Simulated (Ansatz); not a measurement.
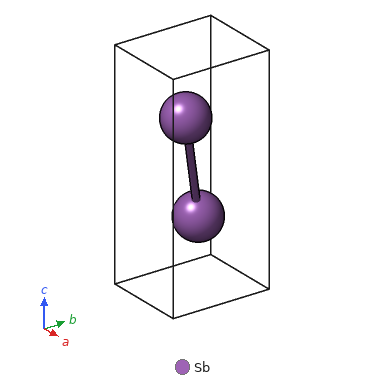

System: Sb, space group P6_3/mmc (No. 194). The picture shows the conventional cell.

Starting cell:
```
Sb
1.0
     3.36900    0.00000    0.00000
    -1.68450    2.91764    0.00000
     0.00000    0.00000    5.33000
Sb
2
Direct
  0.33333 0.66667 0.25000
  0.66667 0.33333 0.75000
```

How it was computed, with Ansatz 0.2.0: periodic Kohn-Sham DFT of a crystal at fixed atoms, scaled to the stated factor times the given cell; pressure positive in compression. Level: PBE.

method frozen-core PAW; relativity scalar; k mesh 12×12×7; occupations Fermi–Dirac; smearing width 0.05 eV; wave cutoff 420 eV; PAW set soft_2.

V(given) is 26.20 Å³/atom.

Describe the result: the pressure against V/V(given). The V/V(given) takes the values 0.96, 0.98, 1.00, 1.02, 1.04.

The pressure falls from 6.270 GPa at V/V(given) 0.96 to 0.362 GPa at 1.04.

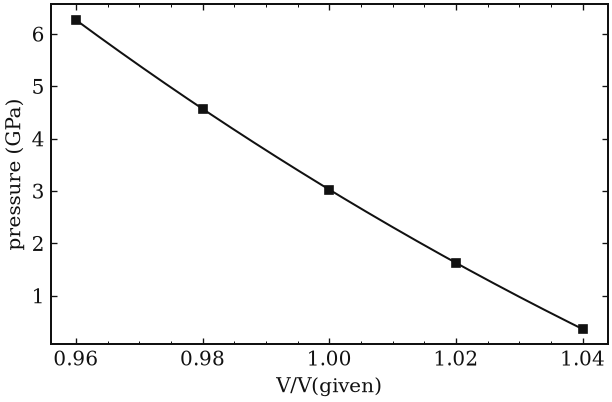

Caveats: field gradient without spin-orbit coupling on heavy atoms; no gap: field gradients move with the k mesh; no spin-orbit coupling on heavy atoms; the volumes run don't bracket the minimum of the energy, so any equilibrium value is extrapolated; shape and atomic fractions are frozen while scaling, which makes layered, chain and framework solids too stiff.
